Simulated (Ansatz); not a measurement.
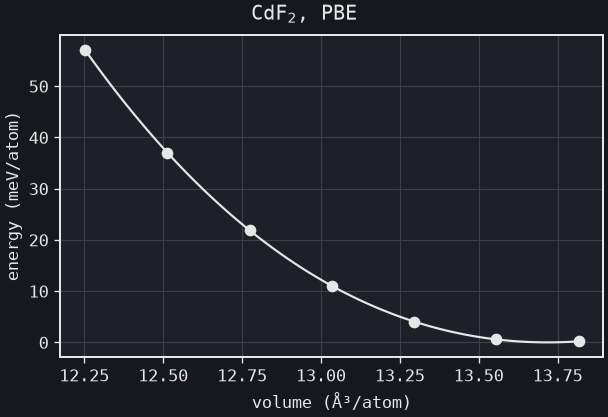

The plot gives the computed energy against volume for CdF₂, space group Fm-3m (No. 225).

Starting cell:
```xyz
3
Lattice="0.0000 2.6940 2.6940 2.6940 0.0000 2.6940 2.6940 2.6940 0.0000" Properties=species:S:1:pos:R:3 pbc="T T T"
Cd    0.0000    0.0000    0.0000
F     4.0410    4.0410    4.0410
F     1.3470    1.3470    1.3470
```

Computed with Ansatz 0.2.0: all-electron LAPW DFT, no spin polarisation; energies at scaled volumes of the given cell, shape and fractions fixed, counted from the fit's minimum, third-order Birch-Murnaghan fit. Level: PBE.

k mesh 9×9×9; occupations Fermi–Dirac; smearing width 0.05 eV; potentials all electron LAPW, scalar relativistic; program settings basis error eV/atom 0.001.

From this curve and the settings, what does the calculation give for the pressure at the same points?

The pressure falls from 13.92 GPa at volume 12.25 Å³/atom to −0.65 GPa at 13.82 Å³/atom, and changes sign near 13.72 Å³/atom.

```tsv
volume (Å³/atom)	pressure (GPa)
12.25	13.92
12.51	10.77
12.77	7.95
13.03	5.43
13.30	3.18
13.56	1.16
13.82	-0.65
```
